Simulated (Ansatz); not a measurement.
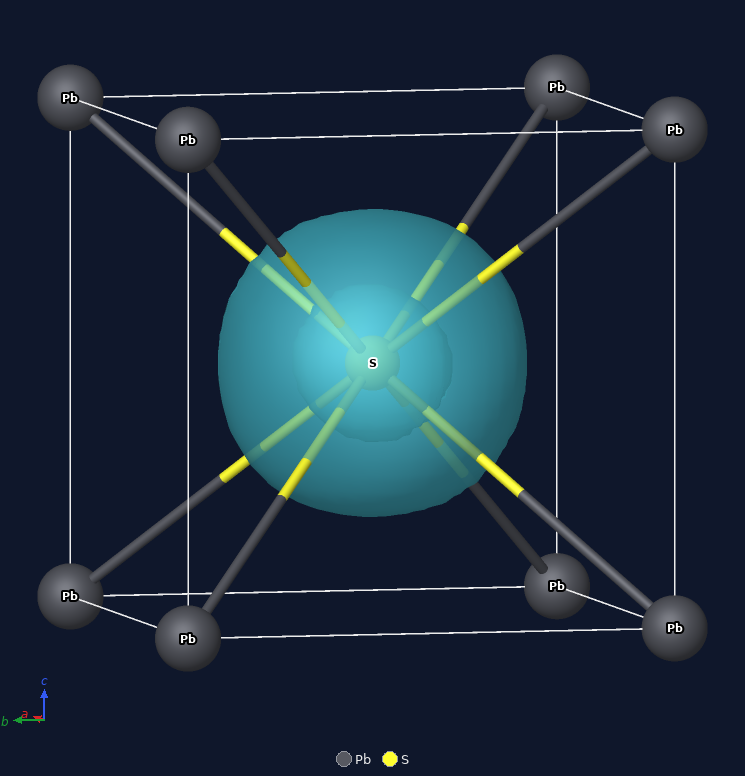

The picture shows: PbS. Isosurface of the ELF at 0.75 (cyan), seen at an oblique angle. Only the valence region is drawn (cores and ρ < 0.01 e/Å³ removed). Sticks mark near contacts.

Space group Pm-3m; a structure from a database of computed crystals, not necessarily the ambient phase.

Theory: Ansatz 0.2.0, Kohn-Sham DFT of a periodic cell, revPBE, Ansatz PAW.

In a PAW calculation such maps are meaningful between the atoms, not at the nuclei.

```xyz
2
Lattice="3.6884 0.0000 0.0000 0.0000 3.6884 0.0000 0.0000 0.0000 3.6884" Properties=species:S:1:pos:R:3 pbc="T T T"
Pb    0.0000    0.0000    0.0000
S     1.8442    1.8442    1.8442
```

> Identify the bonds, lone pairs and shells in this picture.

At this value the surface marks out one region wrapped around S (its valence shell), counted in one cell of 2 atoms. Any copies at cell faces, edges or corners count once.

Values along the shortest contacts:
Pb–S (3.19 Å): the ELF peaks at about 0.85 in the valence shell of S, 0.8 Å from its nucleus, and drops to about 0.15 between the two atoms.
